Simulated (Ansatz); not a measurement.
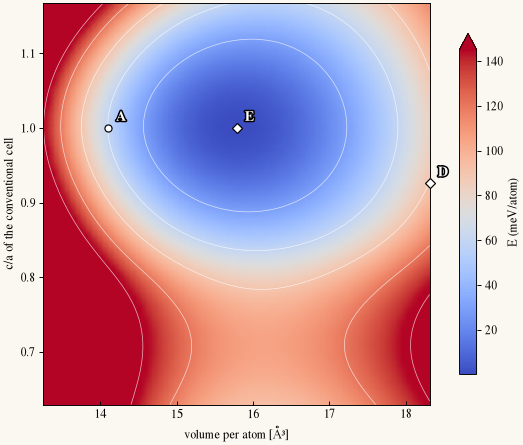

Al (Fm-3m, No. 225; 1 atom in the cell). 
- The energy is mapped over volume and the cell's shape.
- The first coordinate is: volume per atom; the second: c/a of the conventional cell.
- Nothing is relaxed (symmetry fixes all fractional coordinates).
- The grid has 7 × 9 points.
- Points are written as (first, second).
- All energies are given in meV/atom relative to the lowest grid point.
- Theory: DFT PBE+D3(BJ), scalar-relativistic, plane waves, PAW (Ansatz). Settings: cutoff 420 eV, k-mesh 22×22×22, gaussian smearing 0.15 eV, no spin polarisation.

Drawn: a smooth colour map with a few white contour lines, one colour for all values above the top of the scale, lettered points. Between grid points the surface is interpolated.

### Is E the lowest point of the computed grid?

Yes. E, at (15.79 Å³, 1.000) [fcc], has the lowest energy of the grid.

### Rank the lettered points by energy, lowest first.

E (0 meV/atom), A (60 meV/atom), D (91 meV/atom).

### Which space group has the cell at each letter?

A: Fm-3m; D: I4/mmm; E: Fm-3m.

PAW datasets: the set soft_1.
